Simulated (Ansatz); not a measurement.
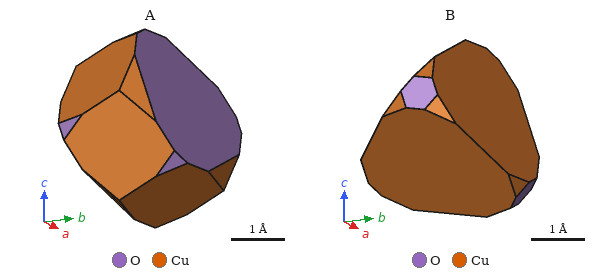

Computed Voronoi cells of the 2 sites of this structure, drawn to one scale and in one orientation; each face has the colour of the neighbour behind it.

Cu2O, space group Pn-3m:1 (No. 224), a = 4.258 Å, b = 4.258 Å, c = 4.258 Å, α = 90.00°, β = 90.00°, γ = 90.00°

```tsv
site	Wyckoff	x	y	z
O	2a	0.0000	0.0000	0.0000
Cu	4b	0.2500	0.2500	0.2500
```

The structure is a calculation's input; it may be strained or unrelaxed.

Which cell belongs to which site?

Answer. A is Cu (8 faces above 1 % of the solid angle, 14.2 Å³, facing Cu 52 %, O 48 %); B is O (4 faces above 1 % of the solid angle, 10.1 Å³, mostly facing Cu).
